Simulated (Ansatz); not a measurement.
## Converging the field response of a MgO (001) film

Aim: a convergence study of the equivalent conductor thickness of a MgO (001) film, with the cost of each setting.

Main program and level: Ansatz 0.2.0; plane-wave DFT, PBE, Ansatz PAW, in the first sound run; inputs show where later runs differ.

**1. The starting structure**

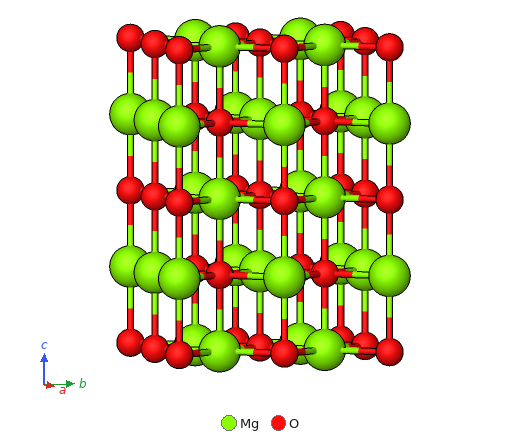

The starting structure, seen from the side, with the c axis up (magnesium green, oxygen red). 2×2×1 cells are drawn. Some periodic images of atoms are drawn too.

The cell holds 10 atoms: 5 Mg and 5 O. Its edges and angles: a = 2.977 Å, b = 2.977 Å, c = 26.420 Å, α = 90.0°, β = 90.0°, γ = 90.0°. It derives from MgO (rocksalt MgO). Vacuum lies along c.

**2. Run, setting first choice**

The first choice: the default cutoff of 420 eV, a 10×10×1 mesh, 18 Å of vacuum, 0.1 V/Å and a tight threshold. Each later run changes one input against this one; other functionals and files bring their own cutoffs.

input.yaml reads:

```yaml
crystal:
  lattice:
    - [2.97691955, 0.0, 0.0]
    - [0.0, 2.97691955, 0.0]
    - [0.0, 0.0, 26.42]
  atoms:
    - { symbol: Mg, position: [0.5, 0.5, 0.340651022] }
    - { symbol: O, position: [0.0, 0.0, 0.340651022] }
    - { symbol: Mg, position: [0.0, 0.0, 0.420325511] }
    - { symbol: O, position: [0.5, 0.5, 0.420325511] }
    - { symbol: Mg, position: [0.5, 0.5, 0.5] }
    - { symbol: O, position: [0.0, 0.0, 0.5] }
    - { symbol: Mg, position: [0.0, 0.0, 0.579674489] }
    - { symbol: O, position: [0.5, 0.5, 0.579674489] }
    - { symbol: Mg, position: [0.5, 0.5, 0.659348978] }
    - { symbol: O, position: [0.0, 0.0, 0.659348978] }
kpoints:
  mp_grid: { grid: [10, 10, 1] }
hamiltonian:
  xc: pbe
scf:
  occupations: { method: fixed }
  convergence: { dr2_threshold: 1.0e-10 }
efield:
  axis: 3
  dipole_correction: true
  ramp_position: 0.97
  ramp_width: 0.06
  amplitude: 0.1
output:
  write_potential: true
  write_density: true
  volumetric_format: npy
```

Launch:

```console
ansatz run input.yaml --threads 2 --pin off --max-ram 3072MiB --backend cpu --events-out ev --progress --plain --runs-dir out
```

Numbers of over 12 decimals in the logs are rounded to 6 here.

The program printed:

```text
Engine: ansatz 0.2.0, aarch64-unknown-linux-gnu
Pseudopotentials: kind: paw
Pseudopotential: Mg, paw, valence charge 10, recommended cutoff 420 eV (normal), Mg.paw.azcp
Pseudopotential: O, paw, valence charge 6, recommended cutoff 420 eV (normal), O.paw.azcp
Functional definition: PBE
  parameter kappa = 0.804
  parameter beta = 0.066725
  exchange = pbe_x(kappa = kappa, mu = beta*pi^2/3)
  correlation = pbe_c(beta = beta)
Crystal: 10 atoms, lattice volume = 234.135 Å³
Basis set: ecut = 420 eV, 4453 PW (Γ)
Bands: 50, of which v1, the nominal top of the filled ones, is band 40 counted from 1 (39 counted from 0)
Symmetry: 8 space group operations
k-points: 21 of 100
Non-local potential: Mg, projectors of the file, l = 0: 3, l = 1: 2, l = 2: 1
Non-local potential: O, projectors of the file, l = 0: 2, l = 1: 2, l = 2: 1
PAW form: soft (Blöchl's): semilocal exchange-correlation on the pseudo side does not see the compensation charge
PAW one-centre angular grid: Mg, 110 points (default); XC on 64 Gauss nodes
PAW one-centre angular grid: O, 110 points (default); XC on 64 Gauss nodes
Initial density: superposition of atomic densities (neutral atoms: chi_scale 0, normalization atom, screened)
Initial wavefunctions: pseudopotential atomic-orbital guess
Functional: x = pbe(κ = 0.804, μ = 0.219515), c = pbe(β = 0.066725)
SCF iter   1: F=—  HF=-12478.980622 eV  |F-HF|=—  |Δ(HF+E_count)|=         —  Δρ=1.07e-1  dr2=3.06e1  ethr=3.10e-3  p=0.056 e·Å  D=4.33e-2 V/Å  ΔV_dip=-1.14 eV  dr2_dipole=1.12e-3  V_vac-E_F(+/−)=13.38/12.11 eV  ⟨swp⟩=6.5  Hψ=4212  notcnv=0  defer=155
efield: sawtooth ramp at fractional position 0.9700 (set: `efield.ramp_position`, or a place that a band, a saddle search or an elastic batch's reference lends), width 0.0600; the density the first Hamiltonian is built on has a dipole p = 0.056 e·Å; the dipole correction subtracts the counter field D = 4.33e-2 V/Å, which shifts the + side's vacuum level by -1.14 eV against the − side's; the planar-averaged density in the ramp window peaks in size at 8.8e-6 e/Å³
preconditioner: auto → Resta (q_TF=auto, 2.281 Å⁻¹)  ε∞=1.8  [insulator: Δε(μ)=6.624 eV  Ē_g=17.005 eV  n_scr=46 (ndim 8)  ℏωp=15.3 eV  f_vac=0.540  ε∞_Penn≈1.8  vacuum switching on, ρ_ref=2.1e-2 e/Å³]
SCF iter   2: F=—  HF=-12470.342475 eV  |F-HF|=—  |Δ(HF+E_count)|=    8.64e0  Δρ=5.06e-2  dr2=2.54e0  ethr=3.10e-3  p=0.040 e·Å  D=3.06e-2 V/Å  ΔV_dip=-0.81 eV  dr2_dipole=1.55e-5  V_vac-E_F(+/−)=6.69/5.08 eV  ⟨swp⟩=4.1  Hψ=2251  notcnv=0  defer=165  κ⁻¹=1.0e0(r=1)
SCF iter   3: F=—  HF=-12469.757671 eV  |F-HF|=—  |Δ(HF+E_count)|=   5.85e-1  Δρ=1.65e-2  dr2=4.64e-1  ethr=3.10e-3  p=0.041 e·Å  D=3.20e-2 V/Å  ΔV_dip=-0.84 eV  dr2_dipole=6.61e-6  V_vac-E_F(+/−)=6.71/5.14 eV  ⟨swp⟩=2.0  Hψ=1581  notcnv=0  defer=154  κ⁻¹=8.6e-3(r=2)
SCF iter   4: F=—  HF=-12469.713816 eV  |F-HF|=—  |Δ(HF+E_count)|=   4.39e-2  Δρ=4.26e-3  dr2=3.71e-2  ethr=5.80e-4  p=0.039 e·Å  D=3.03e-2 V/Å  ΔV_dip=-0.80 eV  dr2_dipole=8.07e-6  V_vac-E_F(+/−)=5.50/3.88 eV  ⟨swp⟩=3.3  Hψ=1469  notcnv=0  defer=167  κ⁻¹=2.7e-3(r=3)
SCF iter   5: F=—  HF=-12469.711747 eV  |F-HF|=—  |Δ(HF+E_count)|=   2.07e-3  Δρ=1.36e-3  dr2=3.19e-3  ethr=4.64e-5  p=0.040 e·Å  D=3.11e-2 V/Å  ΔV_dip=-0.82 eV  dr2_dipole=1.10e-6  V_vac-E_F(+/−)=5.52/3.93 eV  ⟨swp⟩=2.3  Hψ=1440  notcnv=0  defer=168  κ⁻¹=1.7e-4(r=4)
SCF iter   6: F=—  HF=-12469.713199 eV  |F-HF|=—  |Δ(HF+E_count)|=   1.45e-3  Δρ=4.59e-4  dr2=4.91e-4  ethr=3.98e-6  p=0.041 e·Å  D=3.17e-2 V/Å  ΔV_dip=-0.84 eV  dr2_dipole=2.58e-7  V_vac-E_F(+/−)=5.61/4.03 eV  ⟨swp⟩=3.3  Hψ=1688  notcnv=0  defer=167  κ⁻¹=5.4e-6(r=5)
SCF iter   7: F=—  HF=-12469.713426 eV  |F-HF|=—  |Δ(HF+E_count)|=   2.27e-4  Δρ=3.09e-4  dr2=1.30e-4  ethr=6.13e-7  p=0.041 e·Å  D=3.15e-2 V/Å  ΔV_dip=-0.83 eV  dr2_dipole=9.48e-8  V_vac-E_F(+/−)=5.55/3.96 eV  ⟨swp⟩=2.3  Hψ=1441  notcnv=0  defer=161  κ⁻¹=1.7e-6(r=6)
SCF iter   8: F=—  HF=-12469.713420 eV  |F-HF|=—  |Δ(HF+E_count)|=   5.21e-6  Δρ=4.83e-5  dr2=3.14e-6  ethr=1.62e-7  p=0.041 e·Å  D=3.16e-2 V/Å  ΔV_dip=-0.83 eV  dr2_dipole=1.67e-11  V_vac-E_F(+/−)=5.56/3.98 eV  ⟨swp⟩=2.0  Hψ=1358  notcnv=0  defer=157  κ⁻¹=2.4e-7(r=7)
SCF iter   9: F=—  HF=-12469.713349 eV  |F-HF|=—  |Δ(HF+E_count)|=   7.12e-5  Δρ=3.69e-5  dr2=4.29e-6  ethr=3.92e-9  p=0.041 e·Å  D=3.16e-2 V/Å  ΔV_dip=-0.84 eV  dr2_dipole=2.75e-9  V_vac-E_F(+/−)=5.57/3.99 eV  ⟨swp⟩=2.9  Hψ=1876  notcnv=0  defer=143  κ⁻¹=1.1e-8(r=8)
SCF iter  10: F=—  HF=-12469.713348 eV  |F-HF|=—  |Δ(HF+E_count)|=   1.05e-6  Δρ=1.08e-5  dr2=2.79e-7  ethr=3.92e-9  p=0.041 e·Å  D=3.16e-2 V/Å  ΔV_dip=-0.83 eV  dr2_dipole=1.93e-10  V_vac-E_F(+/−)=5.56/3.98 eV  ⟨swp⟩=2.0  Hψ=1283  notcnv=0  defer=143  κ⁻¹=1.0e-8(r=8)
SCF iter  11: F=—  HF=-12469.713348 eV  |F-HF|=—  |Δ(HF+E_count)|=   2.78e-8  Δρ=1.39e-6  dr2=2.11e-9  ethr=3.48e-10  p=0.041 e·Å  D=3.16e-2 V/Å  ΔV_dip=-0.83 eV  dr2_dipole=1.44e-13  V_vac-E_F(+/−)=5.56/3.98 eV  ⟨swp⟩=2.0  Hψ=1608  notcnv=0  defer=144  κ⁻¹=2.2e-9(r=8)
SCF iter  12: F=—  HF=-12469.713348 eV  |F-HF|=—  |Δ(HF+E_count)|=  1.35e-10  Δρ=5.15e-7  dr2=2.82e-10  ethr=2.63e-12  p=0.041 e·Å  D=3.16e-2 V/Å  ΔV_dip=-0.83 eV  dr2_dipole=8.02e-17  V_vac-E_F(+/−)=5.56/3.98 eV  ⟨swp⟩=3.0  Hψ=1956  notcnv=0  defer=144  κ⁻¹=4.9e-8(r=8)
SCF iter  13: F=-12469.713348 eV  HF=-12469.713348 eV  |F-HF|=4.73e-11  |Δ(HF+E_count)|=  1.60e-10  Δρ=1.94e-7  dr2=3.78e-11  ethr=1.00e-12  p=0.041 e·Å  D=3.16e-2 V/Å  ΔV_dip=-0.83 eV  dr2_dipole=1.70e-15  V_vac-E_F(+/−)=5.56/3.98 eV  ⟨swp⟩=19.3  Hψ=5077  notcnv=0
SCF 1 converged in 13 iterations: F = -12469.713348 eV  dr2 = 3.78e-11
  greatest PAW one-centre occupation: 1.000 electrons in one spin orbital (limit 2), on the Mg atom at site 6 (counted from 0), in its partial waves of l = 0
WARN: The output density's exchange-correlation potential varies sharply where the density is thin. Do not read a vacuum level from v_tot or v_xc, or from such a field of the output density. On a cell that repeats whose density bears no net charge and no dipole along the vacuum's axis use v_es (v_loc + v_h of the components); under efield.dipole_correction with no amplitude use v_es + v_field, which holds any externa [...]
SCF converged after 13 iterations
Stability not checked: this state was not tested for a lower state beside it, because the mixer in use, unlike msr1, does not test its closes by its own steps (another_mixer; see scf.mixing.algorithm and scf.lower_state_search)
Free energy (F): -12469.713348 eV
Harris-Foulkes:  -12469.713348 eV  (|F-HF|=4.73e-11)
Internal energy: -12469.713348 eV  (E = F + TS)
E sigma→0 (E₀):  -12469.713348 eV
Fermi energy:    0.374845 eV
Dipole field:    D = 0.031586 V/Å  (p = 0.040869 e·Å, saw-weighted, corrected)
Work function:   not extracted (applied field tilts the vacuum); planar V_es + V_field profile in the machine report
Levels:          The Fermi level and band energies are counted from a zero that moves with the ramp; work functions are not
--- Per-component energies (eV) ---
  E_band       = -2084.802843
  E_kinetic    = 1273.731097
  E_local      = -114268.921484  (includes V_loc(G=0)·N_el)
  E_nonlocal   = 714.008693
  E_hartree    = 55590.915090
  E_xc         = -524.311622
  E_vxc        = -671.684623  (∫ρ·V_xc dr)
  E_paw        = -2250.565106  (= ΣΔE_a)
  E_vpaw       = -313.775949  (= ΣTr[D̂ρ^β])
  E_aug_tail   = 0.012522  (compensation charges beyond the density's cutoff)
  E_efield     = -0.003441  (sawtooth field / dipole correction)
  E_vefield    = -0.002796  (∫n·V_field dr)
  E_ewald      = 46995.420904
  E_smearing   = -0.000000  (= −TS)
  E_closure    = 0.000000  (closes the sum)
  Σ components = -12469.713348   (vs F -12469.713348, Δ=0.00e0)
--- Band table (eV; the first three rows and the last of 21) ---
  k-point 0: bands = [... 36 lower, 0.1282, 0.1282, 0.3748, 0.3748, 3.5418, 3.9964, 4.8790, 5.8085, ... 6 higher]
  k-point 1: bands = [... 36 lower, 0.0155, 0.1174, 0.2360, 0.3532, 3.7560, 4.2157, 5.0716, 6.0304, ... 6 higher]
  k-point 2: bands = [... 36 lower, -0.0749, 0.0830, 0.1428, 0.2907, 4.2666, 4.7429, 5.6059, 6.5817, ... 6 higher]
  k-point 20: bands = [... 36 lower, -1.1245, -1.0404, -0.4955, -0.2437, 8.5534, 8.8763, 9.8247, 9.8247, ... 6 higher]
```

Run time: 18 s. Hardware: 2 threads of Arm Neoverse V1, shared host; peak memory 0.52 GiB; 36 s of CPU time.

This step gave:

```yaml
gap_on_the_k_mesh: 3.167 eV
dipole_along_the_normal: 0.04087 e·Å
equivalent_conductor_thickness_p_eps_0ae: 8.345 Å
```

Running mean over 2.105 Å of the planar mean, with the applied field; the ramp of the sawtooth is left out. Table of electron's electrostatic potential energy less the highest filled level by z:

```csv
z (Å),electron's electrostatic potential energy less the highest filled level (eV)
4,4.30
5,4.40
6,4.47
7,4.20
8,-0.979
9,-5.17
10,-5.24
11,-5.19
12,-5.17
13,-5.15
14,-5.11
15,-5.07
16,-5.04
17,-5.04
18,-3.78
19,3.69
20,4.99
21,5.16
22,5.27
23,5.37
```

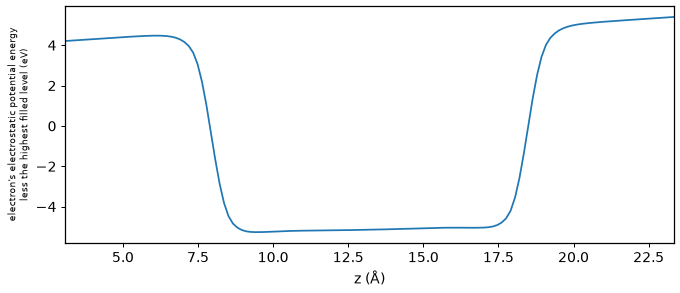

Electron's electrostatic potential energy less the highest filled level, plotted against z.

The dipole corresponds to a conductor 8.345 Å thick.

**3. Single point, box 26.4 Å**

Edit input.yaml of step 2 so:

```diff
@@ -29,2 +29,4 @@
   amplitude: 0.1
+basis:
+  ecutwfc: "250 eV"
 output:
```

The program printed:

```text
Warning: basis.ecutwfc = 250 eV is below the records' recommended 420 eV, and the density's cutoff is lower with it unless basis.ecutrho_ratio is high enough to keep the records' density cutoff: compare with a run at a higher cutoff
[...]
Crystal: 10 atoms, lattice volume = 234.135 Å³
Basis set: ecut = 250 eV, 2113 PW (Γ)
[...]
k-point 0: bands = [... 36 lower, 0.0370, 0.0370, 0.2770, 0.2770, 3.4542, 3.9019, 4.5977, 5.5922, ... 6 higher]
  k-point 1: bands = [... 36 lower, -0.0650, 0.0352, 0.1604, 0.2612, 3.6770, 4.1295, 4.7882, 5.7980, ... 6 higher]
  k-point 2: bands = [... 36 lower, -0.1146, 0.0196, 0.0770, 0.2161, 4.2013, 4.6739, 5.3224, 6.3456, ... 6 higher]
  k-point 20: bands = [... 36 lower, -1.1329, -1.1095, -0.5464, -0.2995, 8.5210, 8.8391, 9.7834, 9.7834, ... 6 higher]
[key lines of the parts left out:]
SCF converged after 13 iterations
Free energy (F): -12459.417423 eV
Fermi energy:    0.277041 eV
Dipole field:    D = 0.031774 V/Å  (p = 0.041113 e·Å, saw-weighted, corrected)
```

Elapsed: 9.5 s, on 2 threads; peak memory 0.37 GiB; 19 s of CPU time.

The dipole corresponds to a conductor 8.395 Å thick, +0.60 % from the first choice, at 0.52 times its CPU time.

**4. Single point, box 26.4 Å (run 2)**

Edit input.yaml of step 3 so:

```diff
@@ -30,3 +30,3 @@
 basis:
-  ecutwfc: "250 eV"
+  ecutwfc: "330 eV"
 output:
```

The program printed:

```text
[...]
Crystal: 10 atoms, lattice volume = 234.135 Å³
Basis set: ecut = 330 eV, 3203 PW (Γ)
Bands: 50, of which v1, the nominal top of the filled ones, is band 40 counted from 1 (39 counted from 0)
Symmetry: 8 space group operations
k-points: 21 of 100
[...]
k-point 0: bands = [... 36 lower, 0.1234, 0.1234, 0.3687, 0.3687, 3.5299, 3.9848, 4.7990, 5.7592, ... 6 higher]
  k-point 1: bands = [... 36 lower, 0.0045, 0.1119, 0.2256, 0.3442, 3.7449, 4.2052, 4.9899, 5.9704, ... 6 higher]
  k-point 2: bands = [... 36 lower, -0.0844, 0.0710, 0.1322, 0.2749, 4.2568, 4.7340, 5.5222, 6.5182, ... 6 higher]
  k-point 20: bands = [... 36 lower, -1.1258, -1.0408, -0.4968, -0.2455, 8.5498, 8.8726, 9.8285, 9.8285, ... 6 higher]
[key lines of the parts left out:]
SCF converged after 13 iterations
Free energy (F): -12468.836105 eV
Fermi energy:    0.368684 eV
Dipole field:    D = 0.031594 V/Å  (p = 0.040880 e·Å, saw-weighted, corrected)
```

The job ended after 15 s (2 threads; peak memory 0.44 GiB; 30 s of CPU time).

The dipole corresponds to a conductor 8.347 Å thick, +0.03 % from the first choice, at 0.83 times its CPU time.

**5. Run, box 26.4 Å**

Edit input.yaml of step 4 so:

```diff
@@ -30,3 +30,3 @@
 basis:
-  ecutwfc: "330 eV"
+  ecutwfc: "600 eV"
 output:
```

The program printed:

```text
[...]
Crystal: 10 atoms, lattice volume = 234.135 Å³
Basis set: ecut = 600 eV, 7781 PW (Γ)
Bands: 50, of which v1, the nominal top of the filled ones, is band 40 counted from 1 (39 counted from 0)
Symmetry: 8 space group operations
k-points: 21 of 100
[...]
k-point 0: bands = [... 36 lower, 0.1283, 0.1283, 0.3750, 0.3750, 3.5422, 3.9966, 4.9017, 5.8225, ... 6 higher]
  k-point 1: bands = [... 36 lower, 0.0160, 0.1176, 0.2362, 0.3534, 3.7564, 4.2159, 5.0953, 6.0479, ... 6 higher]
  k-point 2: bands = [... 36 lower, -0.0744, 0.0833, 0.1432, 0.2912, 4.2670, 4.7430, 5.6309, 6.5992, ... 6 higher]
  k-point 20: bands = [... 36 lower, -1.1244, -1.0404, -0.4955, -0.2438, 8.5532, 8.8760, 9.8235, 9.8235, ... 6 higher]
[key lines of the parts left out:]
SCF converged after 13 iterations
Free energy (F): -12469.743073 eV
Fermi energy:    0.374994 eV
Dipole field:    D = 0.031587 V/Å  (p = 0.040871 e·Å, saw-weighted, corrected)
```

Run time: 30 s. Hardware: 2 threads; peak memory 0.74 GiB; 59 s of CPU time.

The dipole corresponds to a conductor 8.345 Å thick, +0.00 % from the first choice, at 1.7 times its CPU time.

**6. Single point, box 26.4 Å (run 3)**

Edit input.yaml of step 5 so:

```diff
@@ -17,3 +17,3 @@
 kpoints:
-  mp_grid: { grid: [10, 10, 1] }
+  mp_grid: { grid: [1, 1, 1] }
 hamiltonian:
@@ -29,4 +29,2 @@
   amplitude: 0.1
-basis:
-  ecutwfc: "600 eV"
 output:
```

The program printed:

```text
[...]
Crystal: 10 atoms, lattice volume = 234.135 Å³
Basis set: ecut = 420 eV, 4453 PW (Γ)
Bands: 50, of which v1, the nominal top of the filled ones, is band 40 counted from 1 (39 counted from 0)
Symmetry: 8 space group operations
k-points: 1
[...]
Internal energy: -12452.687378 eV  (E = F + TS)
E sigma→0 (E₀):  -12452.687378 eV
Fermi energy:    0.217073 eV
Dipole field:    D = 0.038197 V/Å  (p = 0.049423 e·Å, saw-weighted, corrected)
Work function:   not extracted (applied field tilts the vacuum); planar V_es + V_field profile in the machine report
[...]
--- Band table (eV) ---
  k-point 0: bands = [... 36 lower, 0.0539, 0.0539, 0.2171, 0.2171, 3.4977, 3.8409, 5.3137, 5.7792, ... 6 higher]
[key lines of the parts left out:]
SCF converged after 13 iterations
Free energy (F): -12452.687378 eV
```

Wall time 1 s (2 threads); peak memory 0.29 GiB; 1.7 s of CPU time.

The dipole corresponds to a conductor 10.092 Å thick, +20.93 % from the first choice, at 0.048 times its CPU time.

**7. Single point, box 26.4 Å (run 4)**

Edit input.yaml of step 6 so:

```diff
@@ -17,3 +17,3 @@
 kpoints:
-  mp_grid: { grid: [1, 1, 1] }
+  mp_grid: { grid: [2, 2, 1] }
 hamiltonian:
```

The program printed:

```text
[...]
Crystal: 10 atoms, lattice volume = 234.135 Å³
Basis set: ecut = 420 eV, 4453 PW (Γ)
Bands: 50, of which v1, the nominal top of the filled ones, is band 40 counted from 1 (39 counted from 0)
Symmetry: 8 space group operations
k-points: 3 of 4
[...]
Work function:   not extracted (applied field tilts the vacuum); planar V_es + V_field profile in the machine report
[...]
--- Band table (eV) ---
  k-point 0: bands = [... 36 lower, 0.2904, 0.2904, 0.5070, 0.5070, 3.5863, 4.0190, 4.9084, 5.8351, ... 6 higher]
  k-point 1: bands = [... 36 lower, -0.1103, -0.1022, 0.0495, 0.2770, 6.6880, 7.0614, 7.7780, 8.1768, ... 6 higher]
  k-point 2: bands = [... 36 lower, -1.0317, -1.0084, -0.3099, -0.0809, 8.5688, 8.8642, 9.8076, 9.8076, ... 6 higher]
[key lines of the parts left out:]
SCF converged after 13 iterations
Free energy (F): -12468.208692 eV
Fermi energy:    0.507005 eV
Dipole field:    D = 0.033136 V/Å  (p = 0.042875 e·Å, saw-weighted, corrected)
```

It took 2 s on 2 threads; peak memory 0.39 GiB.

The dipole corresponds to a conductor 8.755 Å thick, +4.91 % from the first choice, at 0.094 times its CPU time.

**8. Single point, box 26.4 Å (run 5)**

Edit input.yaml of step 7 so:

```diff
@@ -17,3 +17,3 @@
 kpoints:
-  mp_grid: { grid: [2, 2, 1] }
+  mp_grid: { grid: [5, 5, 1] }
 hamiltonian:
```

The program printed:

```text
[...]
Crystal: 10 atoms, lattice volume = 234.135 Å³
Basis set: ecut = 420 eV, 4453 PW (Γ)
Bands: 50, of which v1, the nominal top of the filled ones, is band 40 counted from 1 (39 counted from 0)
Symmetry: 8 space group operations
k-points: 6 of 25
[...]
k-point 0: bands = [... 36 lower, 0.1309, 0.1309, 0.3773, 0.3773, 3.5426, 3.9972, 4.8790, 5.8090, ... 6 higher]
  k-point 1: bands = [... 36 lower, -0.0727, 0.0857, 0.1449, 0.2933, 4.2673, 4.7436, 5.6058, 6.5819, ... 6 higher]
  k-point 2: bands = [... 36 lower, -0.1948, -0.1562, -0.0841, 0.1133, 5.9193, 6.3665, 7.5785, 8.3094, ... 6 higher]
  k-point 5: bands = [... 36 lower, -0.9155, -0.8650, -0.4529, -0.2150, 7.8420, 8.2232, 10.0062, 10.1480, ... 6 higher]
[key lines of the parts left out:]
SCF converged after 13 iterations
Free energy (F): -12469.708445 eV
Fermi energy:    0.377330 eV
Dipole field:    D = 0.031585 V/Å  (p = 0.040868 e·Å, saw-weighted, corrected)
```

Wall time 5.8 s (2 threads); peak memory 0.41 GiB; 10 s of CPU time.

The dipole corresponds to a conductor 8.345 Å thick, -0.00 % from the first choice, at 0.29 times its CPU time.

**9. Single point, box 26.4 Å (run 6)**

Edit input.yaml of step 8 so:

```diff
@@ -17,3 +17,3 @@
 kpoints:
-  mp_grid: { grid: [5, 5, 1] }
+  mp_grid: { grid: [20, 20, 1] }
 hamiltonian:
```

The program printed:

```text
[...]
Crystal: 10 atoms, lattice volume = 234.135 Å³
Basis set: ecut = 420 eV, 4453 PW (Γ)
Bands: 50, of which v1, the nominal top of the filled ones, is band 40 counted from 1 (39 counted from 0)
Symmetry: 8 space group operations
k-points: 66 of 400
[...]
k-point 0: bands = [... 36 lower, 0.1282, 0.1282, 0.3748, 0.3748, 3.5418, 3.9964, 4.8791, 5.8085, ... 6 higher]
  k-point 1: bands = [... 36 lower, 0.1256, 0.1665, 0.2837, 0.3694, 3.5998, 4.0548, 4.9283, 5.8692, ... 6 higher]
  k-point 2: bands = [... 36 lower, 0.0155, 0.1174, 0.2360, 0.3532, 3.7560, 4.2157, 5.0716, 6.0304, ... 6 higher]
  k-point 65: bands = [... 36 lower, -1.1245, -1.0405, -0.4955, -0.2437, 8.5534, 8.8763, 9.8246, 9.8246, ... 6 higher]
[key lines of the parts left out:]
SCF converged after 13 iterations
Free energy (F): -12469.713244 eV
Fermi energy:    0.374828 eV
Dipole field:    D = 0.031586 V/Å  (p = 0.040870 e·Å, saw-weighted, corrected)
```

Elapsed: 58 s, on 2 threads; peak memory 0.93 GiB; 1.9 min of CPU time.

The dipole corresponds to a conductor 8.345 Å thick, +0.00 % from the first choice, at 3.2 times its CPU time.

[end of part 1 of 3]

[Logs are printed without paths, hosts, clocks, repeated set-up lines and the standing remarks that a program may print on its own settings, such as how far it seeks lower states.]

[Hosts, paths, dates, database ids (printed as entryN), source tags and the programs' standing remarks are cut or masked in the printed files.]

[Maps of the electrostatic potential energy from Ansatz leave out the sawtooth potential of an applied field or a dipole correction, so their vacuum need not be flat; planar profiles and work functions include it.]
